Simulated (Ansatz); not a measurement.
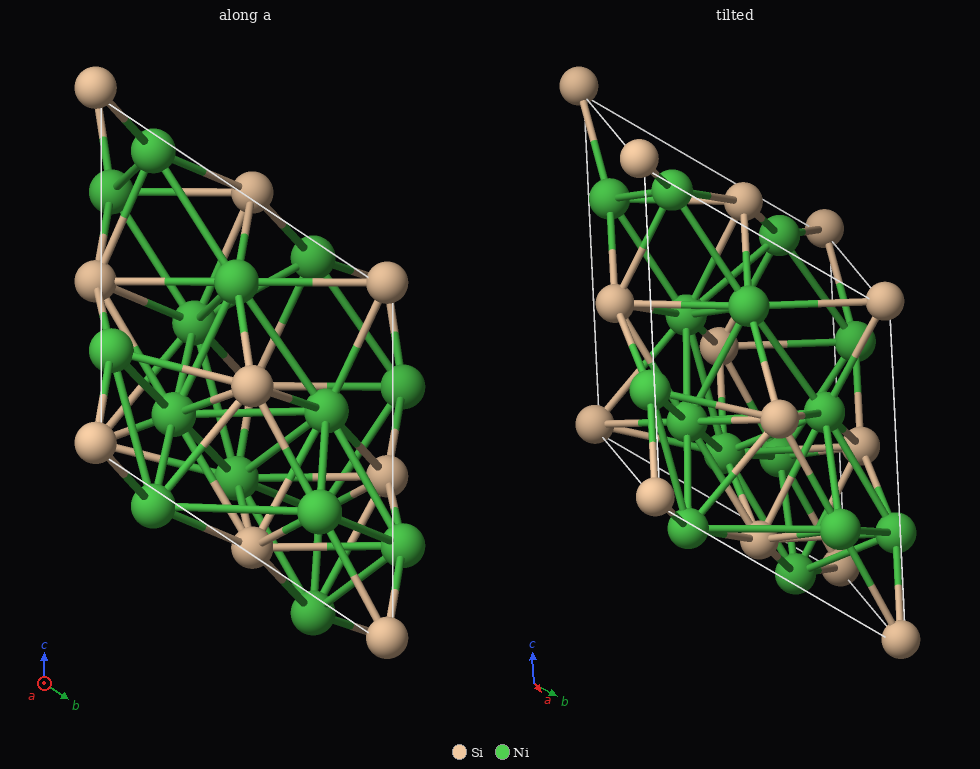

Ball-and-stick representation of a periodic structure, projected along the a axis and slightly off an axis. Atoms at the boundary of the simulation cell (the box) are drawn once for each face, edge or corner they touch.

The input file of the run:
```yaml
crystal:
  lattice:
    - [-3.140446, 3.56501, 3.464718]
    - [3.140426, -3.565025, 3.464712]
    - [3.140419, 3.564997, -3.464733]
  atoms:
    - { symbol: Si, position: [0.9952264028, 0.5179983743, 0.4755993264] }
    - { symbol: Si, position: [0.4577382481, 0.9805193263, 0.4755950412] }
    - { symbol: Si, position: [0.5403693388, 0.5179955833, 0.0207467649] }
    - { symbol: Si, position: [0.0028941925, 0.9805230409, 0.0207489638] }
    - { symbol: Ni, position: [0.4990699962, 0.2492725636, 0.2481683929] }
    - { symbol: Ni, position: [0.9990530378, 0.749259198, 0.2481704201] }
    - { symbol: Ni, position: [0.775521211, 0.4641036081, 0.7394710196] }
    - { symbol: Ni, position: [0.2225912427, 0.0344180734, 0.756871954] }
    - { symbol: Ni, position: [0.2225931707, 0.4640943428, 0.1865398046] }
    - { symbol: Ni, position: [0.7755195355, 0.0344318915, 0.3098027486] }
    - { symbol: Ni, position: [0.7249774166, 0.7720387209, 0.545019528] }
    - { symbol: Ni, position: [0.2731328681, 0.3201621885, 0.5450002703] }
    - { symbol: Ni, position: [0.2731437792, 0.7265007563, 0.951332931] }
    - { symbol: Ni, position: [0.7249901928, 0.178361729, 0.9513348164] }
basis:
  ecutwfc: 420
kpoints:
  mp_grid: { grid: [6, 6, 7] }
hamiltonian:
  xc: pbesol
scf:
  occupations: { method: gaussian, width: 0.1 }
  n_extra_bands: 8
output:
  forces: true
  stress: true
  eigenvalues: true
  populations: true
  dos:
    method: { smearing: { sigma: 0.1, scheme: gaussian } }
    projected: true
    de: 0.02
```
Run as:
```sh
ansatz run input.yaml --threads 4 --pin off --max-ram 9216MiB --backend cpu --events-out ev --progress --plain --runs-dir out
```

Results below were computed with Ansatz 0.2.0, DFT PBEsol, scalar-relativistic, plane waves, PAW; the settings were a 420 eV plane-wave basis, k-grid 6×6×7, Gaussian smearing of 0.1 eV, no spin polarisation (a spin-restricted run, not always the ground state).

What does the calculation say: metal or gapped?

Answer. A metal: bands cross the Fermi level.

What is the computed pressure?

Answer. The computed pressure is -0.1 GPa, close to zero. The stress isn't hydrostatic: its largest component is 0.8 GPa.

The structure was taken from a structure type filled with these elements by a generator (whether the compound takes this form wasn't checked). Earlier steps of the study, as a rule a relaxation of our own, may have changed the cell and positions, so they can lie some per cent off the listed ones. A calculation with Ansatz used it as input.
